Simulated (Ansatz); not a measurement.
# Sn2S3 (Ottemannite): a many-body input that goes wrong, and its mend

What is wrong with this input for Sn2S3 (Ottemannite)?

Main program and level: Ansatz 0.2.0; G0W0 on r2SCAN, plane waves, PAW.

## (1) Set-up

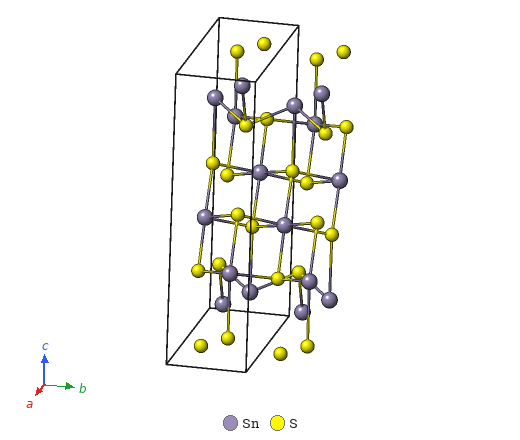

Start, viewed slightly off an axis; tin purple, sulfur yellow. 1×2×1 cells are drawn. Bonds to atoms that aren't drawn are left out.

The cell and positions come from the Crystallography Open Database and are kept as given unless a step says otherwise. The default PAW set here is soft_2. Its files were made with PBE.

## (2) First try

input.yaml reads:

```yaml
crystal:
  lattice:
    - [8.878, 0.0, 0.0]
    - [0.0, 3.751, 0.0]
    - [0.0, 0.0, 14.02]
  atoms:
    - { symbol: Sn, position: [0.16494, 0.25, 0.05195] }
    - { symbol: Sn, position: [0.33506, 0.75, 0.55195] }
    - { symbol: Sn, position: [0.66494, 0.25, 0.44805] }
    - { symbol: Sn, position: [0.83506, 0.75, 0.94805] }
    - { symbol: Sn, position: [0.48509, 0.75, 0.16936] }
    - { symbol: Sn, position: [0.01491, 0.25, 0.66936] }
    - { symbol: Sn, position: [0.98509, 0.75, 0.33064] }
    - { symbol: Sn, position: [0.51491, 0.25, 0.83064] }
    - { symbol: S, position: [0.98047, 0.75, 0.1064] }
    - { symbol: S, position: [0.51953, 0.25, 0.6064] }
    - { symbol: S, position: [0.48047, 0.75, 0.3936] }
    - { symbol: S, position: [0.01953, 0.25, 0.8936] }
    - { symbol: S, position: [0.33879, 0.75, 0.99524] }
    - { symbol: S, position: [0.16121, 0.25, 0.49524] }
    - { symbol: S, position: [0.83879, 0.75, 0.50476] }
    - { symbol: S, position: [0.66121, 0.25, 0.00476] }
    - { symbol: S, position: [0.28631, 0.25, 0.21246] }
    - { symbol: S, position: [0.21369, 0.75, 0.71246] }
    - { symbol: S, position: [0.78631, 0.25, 0.28754] }
    - { symbol: S, position: [0.71369, 0.75, 0.78754] }
kpoints:
  mp_grid: { grid: [2, 4, 2] }
hamiltonian:
  xc: r2scan
scf:
  occupations: { method: fermi_dirac, width: 2.0 }
gw:
  n_empty_bands: 492
  ecut_chi: 60
  qp_bands: [v4, c4]
  qp_kpoints: band_edges
  screening: { model: contour_deformation }
```

Started as:

```
> ansatz run input.yaml --threads 24 --pin off --max-ram 82944MiB --backend cuda --events-out ev --progress --plain --runs-dir out --devices 1 --max-vram 78GiB
```

Numbers of over 12 decimals in the logs are rounded to 6 here.

Output:

```text
band count auto-derived: 313 (N_el = 184.0; filled up to band 92; 112 by the electrons, moments and atoms)
GPUs: using 1 of 1 available (devices: 1).
Engine: ansatz 0.2.0, aarch64-unknown-linux-gnu
Pseudopotentials: kind: paw
Pseudopotential: Sn, paw, valence charge 14, recommended cutoff 500 eV (meta_gga), Sn.paw.azcp
Pseudopotential: S, paw, valence charge 6, recommended cutoff 500 eV (meta_gga), S.paw.azcp
Functional definition: r2SCAN
  parameter k0 = 0.174
  parameter k1 = 0.065
  parameter a1 = 4.9479
  exchange = r2scan_x(k0 = k0, k1 = k1, a1 = a1)
  correlation = r2scan_c
[...]
Crystal: 20 atoms, lattice volume = 466.885 Å³
Basis set: ecut = 500 eV, 11863 PW (Γ), exchange–correlation on 288×120×432 points (64 copies of the dense FFT grid, shifted against one another)
Bands: 313, of which v1, the nominal top of the filled ones, is band 92 counted from 1 (91 counted from 0)
Symmetry: 8 space group operations
Space group: Pnma (ITA 62), of the structure as read, at distance tolerance 7.8e-5 Å
k-points: 12 of 16
Non-local potential: Sn, projectors of the file, l = 0: 2, l = 1: 2, l = 2: 2, l = 3: 2
Non-local potential: S, projectors of the file, l = 0: 2, l = 1: 2, l = 2: 2
PAW form: soft (Blöchl's): semilocal exchange-correlation on the pseudo side does not see the compensation charge
PAW frozen core: Sn, regenerated for the run's functional (the file was generated under x = pbe(κ = 0.804, μ = 0.219515), c = pbe(β = 0.066725))
PAW frozen core: S, regenerated for the run's functional (the file was generated under x = pbe(κ = 0.804, μ = 0.219515), c = pbe(β = 0.066725))
PAW one-centre angular grid: Sn, 590 points (default); XC on 249 of its mesh's 2787 points in the sphere
PAW one-centre angular grid: S, 302 points (default); XC on 160 Gauss nodes
Initial density: superposition of atomic densities (neutral atoms: chi_scale 0, normalization atom), corrected by the library's trained network
Initial wavefunctions: pseudopotential atomic-orbital guess
[...]
Functional: x = r2scan, c = r2scan; τ floored in thin density (d = 2e-4 eV/Å³)
SCF iter   1: F=—  HF=-59237.650860 eV  |F-HF|=—  |Δ(HF+E_count)|=         —  Δρ=1.92e-2  dr2=3.32e0  dr2_τ=7.37e-2  ethr=1.77e-3  ⟨swp⟩=10.7  Hψ=24431  notcnv=0
preconditioner: auto → Kerker (q_TF=auto, 2.336 Å⁻¹)  [metal: Δε(μ)=0.954 eV  Ē_g=30.462 eV  σ=2.000 eV  W_gap=0.12  n_scr=110 (ndim 8)  ℏωp=23.3 eV  f_vac=0.007  D(μ)=8.57/eV (n_scr^D=42)]
SCF iter   2: F=—  HF=-59237.116835 eV  |F-HF|=—  |Δ(HF+E_count)|=   5.34e-1  Δρ=9.56e-3  dr2=7.78e-1  dr2_τ=1.18e-2  ethr=1.77e-3  ⟨swp⟩=1.0  Hψ=4320  notcnv=0
SCF iter   3: F=—  HF=-59236.983839 eV  |F-HF|=—  |Δ(HF+E_count)|=   1.33e-1  Δρ=2.59e-3  dr2=5.58e-2  dr2_τ=4.37e-4  ethr=4.23e-4  ⟨swp⟩=1.4  Hψ=3836  notcnv=0
SCF iter   4: F=—  HF=-59236.988719 eV  |F-HF|=—  |Δ(HF+E_count)|=   4.88e-3  Δρ=6.62e-4  dr2=3.99e-3  dr2_τ=5.69e-5  ethr=3.03e-5  ⟨swp⟩=2.9  Hψ=6946  notcnv=0
SCF iter   5: F=—  HF=-59236.989123 eV  |F-HF|=—  |Δ(HF+E_count)|=   4.04e-4  Δρ=1.78e-4  dr2=4.23e-4  dr2_τ=5.23e-6  ethr=2.17e-6  ⟨swp⟩=2.2  Hψ=6405  notcnv=0
SCF iter   6: F=—  HF=-59236.989152 eV  |F-HF|=—  |Δ(HF+E_count)|=   2.85e-5  Δρ=6.46e-5  dr2=3.68e-5  dr2_τ=1.16e-6  ethr=2.30e-7  ⟨swp⟩=2.2  Hψ=5425  notcnv=0
SCF iter   7: F=—  HF=-59236.989151 eV  |F-HF|=—  |Δ(HF+E_count)|=   8.43e-7  Δρ=1.84e-5  dr2=3.45e-6  dr2_τ=6.94e-8  ethr=2.00e-8  ⟨swp⟩=2.0  Hψ=5124  notcnv=0
SCF iter   8: F=—  HF=-59236.989151 eV  |F-HF|=—  |Δ(HF+E_count)|=   7.11e-7  Δρ=6.82e-6  dr2=3.85e-7  dr2_τ=6.00e-9  ethr=1.87e-9  ⟨swp⟩=2.8  Hψ=6778  notcnv=0
SCF iter   9: F=-59236.989151 eV  HF=-59236.989152 eV  |F-HF|=9.52e-9  |Δ(HF+E_count)|=   6.55e-8  Δρ=2.53e-6  dr2=5.09e-8  dr2_τ=2.10e-9  ethr=5.43e-11  ⟨swp⟩=10.8  Hψ=14602  notcnv=0
SCF 1 converged in 9 iterations: F = -59236.989151 eV  dr2 = 5.09e-8
[...]
NSCF: frozen V_eff on 12 k-points
[...]
SCF converged after 9 iterations
[...]
k-point 11: bands = ["-14.5399", "-14.5399", "-14.5399", "-14.5399", "-14.4794", "-14.4794", "-14.4794", "-14.4794", "-14.3936", "-14.3936", "-14.3936", "-14.3936", "-14.3601", "-14.3601", "-14.3601", "-14.3601", "-14.3443", "-14.3443", "-14.3443", "-14.3443", "-13.9491", "-13.9491", "-13.9491", "-13.9491", "-13.9074", "-13.9074", "-13.9074", "-13.9074", "-13.8978", "-13.8978", "-13.8978", "-13.8978", "-13.8840", " [...]
```

Wall time 6 s (1 × NVIDIA GB200 (shared by 2 runs) with 24 threads of Arm Neoverse V2, shared host); peak memory 3.1 GiB; 35 s of CPU time.

Reading the cycles: dr2 is the Hartree energy of the density residual (eV), the measure of convergence; HF is the Harris–Foulkes estimate of the energy, which meets the free energy F at convergence.

**What went wrong?**

The self-consistent loop converged; the step after it was not made.

The fault: smeared occupations of electronvolts. A wide smearing fills conduction states and empties valence ones, so the start is no longer the insulator.

## (3) A better input

G0W0 replaces the xc potential by the self-energy, built once from these orbitals. Only a window of levels is corrected, while the sums run over the empty bands that the input names.

Changes to input.yaml since step 2:

```diff
@@ -31,6 +31,6 @@
 scf:
-  occupations: { method: fermi_dirac, width: 2.0 }
+  occupations: { method: fixed }
 gw:
-  n_empty_bands: 492
-  ecut_chi: 60
+  n_empty_bands: 420
+  ecut_chi: 54
   qp_bands: [v4, c4]
```

Output:

```text
GPUs: using 1 of 1 available (devices: 1).
[...]
Crystal: 20 atoms, lattice volume = 466.885 Å³
Basis set: ecut = 500 eV, 11863 PW (Γ), exchange–correlation on 288×120×432 points (64 copies of the dense FFT grid, shifted against one another)
Bands: 112, of which v1, the nominal top of the filled ones, is band 92 counted from 1 (91 counted from 0)
[... 1 set-up line as in the run before ...]
[...]
k-points: 12 of 16
[...]
SCF iter   1: F=—  HF=-59188.377575 eV  |F-HF|=—  |Δ(HF+E_count)|=         —  Δρ=6.36e-3  dr2=1.87e-1  dr2_τ=8.42e-2  ethr=1.77e-3  ⟨swp⟩=4.8  Hψ=4482  notcnv=0  defer=205
[...]
SCF iter   8: F=-59188.536831 eV  HF=-59188.536831 eV  |F-HF|=4.84e-9  |Δ(HF+E_count)|=   1.01e-7  Δρ=1.90e-6  dr2=2.87e-8  dr2_τ=2.03e-9  ethr=5.43e-11  ⟨swp⟩=13.2  Hψ=6618  notcnv=0
SCF 1 converged in 8 iterations: F = -59188.536831 eV  dr2 = 2.87e-8
[...]
NSCF: frozen V_eff on 12 k-points
[...]
G₀W₀ screening: q 1/12
[...]
SCF converged after 8 iterations
[...]
3    96      9.5518   -11.2285    -3.3275   -15.2791  0.7680    10.2906    10.2748  root
     4    89      6.0375   -17.4901     2.3604   -15.1840  0.7465     6.0916     6.0917  root
     4    90      6.0375   -17.4901     2.3604   -15.1840  0.7465     6.0916     6.0917  root
     4    91      6.5616   -16.3561     1.6485   -14.6931  0.7642     6.5471     6.5471  root
     4    92      6.5616   -16.3561     1.6485   -14.6931  0.7642     6.5471     6.5471  root
     4    93      8.8003   -10.9679    -3.0477   -14.6798  0.7774     9.4720     9.4644  root
     4    94      8.8003   -10.9679    -3.0477   -14.6798  0.7774     9.4720     9.4644  root
     4    95      9.0055   -10.7786    -3.1019   -14.5373  0.7730     9.6694     9.6622  root
[...]
11    93      8.8984   -10.9025    -3.0474   -14.6132  0.7780     9.5709     9.5618  root
    11    94      8.8984   -10.9025    -3.0474   -14.6132  0.7780     9.5709     9.5618  root
    11    95      8.8984   -10.9025    -3.0474   -14.6132  0.7780     9.5709     9.5618  root
    11    96      8.8984   -10.9025    -3.0474   -14.6132  0.7780     9.5709     9.5618  root
```

It took 18 s on 1 × NVIDIA GB200 (shared by 2 runs) with 24 threads; peak memory 5.1 GiB.

Numbers from this step:

* bands summed: 512
* RPA ε∞ on this mesh (eigenvalues): 8.264, 8.282, 8.516
* plane waves in the screening matrix: 423
* q-points in the mesh: 16
* G0W0 gap on the mesh: 1.392 eV
* k of the valence top: 0, 0, 0
* k of the conduction bottom: 0, 0, -0.5
* starting gap on the mesh: 0.8819 eV
* Z at the valence top: 0.7678
* Z at the conduction bottom: 0.7838
* least direct G0W0 gap on the computed points: 1.415 eV

The gap on the mesh goes from 0.88 eV to 1.39 eV, a correction of +0.51 eV, though a band edge has moved to another state.

## (4) What came out

| Property | Result |
| --- | --- |
| first try | the many-body step was refused after 6 s |
| better run | G0W0 gap on the mesh 1.39 eV (2×4×2 mesh, 420 empty bands, screening to 54 eV) |

The second run differs in: empty bands, screening cutoff (eV) and smearing (eV). Bands and cutoff are finite, so the gap is not at the basis limit. The miss can reach some tenths of an eV and take either sign; the mesh is an error of its own. The 2×4×2 mesh is coarse for this cell (its supercell is 15 Å along the shortest edge). The RPA ε∞ on it, from the r2SCAN start, is 8.26, 8.28 and 8.52; such meshes misread the long-range screening, most where the gap is narrow. The many-body steps are scalar-relativistic: spin-orbit coupling is not in them.

[Paths, hosts, dates, memory and timing lines, banners, echoed tables and standing remarks are left out of the program output.]

[Logs are printed without paths, hosts, clocks, repeated set-up lines and the standing remarks that a program may print on its own settings, such as how far it seeks lower states.]

[Runs of the session that timed out or met a known fault of the program may be left out.]

[Cells called generated may have been cut or substituted from an entry of the Crystallography Open Database or the Materials Project.]

[No measured gap is set beside runs whose start may be inverted or whose files or cutoffs have a known fault.]

[Hosts, paths, dates, database ids (printed as entryN), source tags and the programs' standing remarks are cut or masked in the printed files.]
